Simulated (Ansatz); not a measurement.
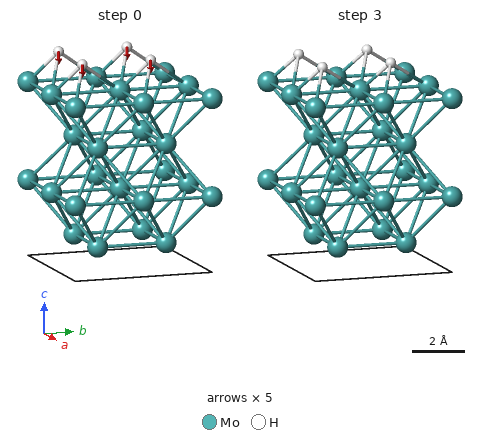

The structure of a slab of composition Mo4H (cut from the Fm-3m phase) before (left) and after (right) a constrained relaxation, at one scale. The red arrows give the displacements, magnified 5 times.

The picture is a ball-and-stick view of the 2 × 2 repeat of the cell, outlined in the plane, without the vacuum, seen slightly off an axis.

Case: H over the place (1/3, 1/3) of the surface cell, its height relaxed. The slab is the (1 0 0) face of Mo with H on it. 4 atoms are held fixed.

Computed with DFT PBEsol, scalar-relativistic, plane waves, PAW (Ansatz).

The input:
```yaml
crystal:
  lattice:
    - [2.8007049267, 0.0, 0.0]
    - [0.0, 2.8007049267, 0.0]
    - [0.0, 0.0, 24.9411923373]
  atoms:
    - { symbol: Mo, position: [0.5, 0.5, 0.34080167] }
    - { symbol: Mo, position: [0.0, 0.0, 0.4202043472] }
    - { symbol: Mo, position: [0.5, 0.5, 0.4974210122] }
    - { symbol: Mo, position: [0.0, 0.0, 0.5751683665] }
    - { symbol: H, position: [0.3333333333, 0.3333333333, 0.6272909749] }
basis:
  ecutwfc: 420
kpoints:
  mp_grid: { grid: [10, 10, 1] }
hamiltonian:
  xc: pbesol
scf:
  occupations: { method: gaussian, width: 0.1 }
output:
  forces: true
  eigenvalues: true
relax:
  adjacent_minimum: "off"
  f_tol: 0.02
  max_steps: 25
  constraints: [{ sites: [0, 1, 2, 3] }, { site: 4, fix: xy }]
efield:
  axis: 3
  dipole_correction: true
```

Describe what moved and what it gained.

Answer. The largest move is that of H5, 0.11 Å along the normal (−c). Mo stays in place. The cell doesn't change. Among the contacts that change: Mo4–H5 1.853 → 1.779 Å, Mo4–H5 (another image) 2.459 → 2.404 Å. Over 3 geometry steps the energy falls by 28.3 meV per cell of the calculation. Largest force component: 0.51 eV/Å at the start, 0.00037 eV/Å at the end.

Limits of the set-up: the periodic images lie only 2.8 Å apart, so the values are limited by the cell's size.
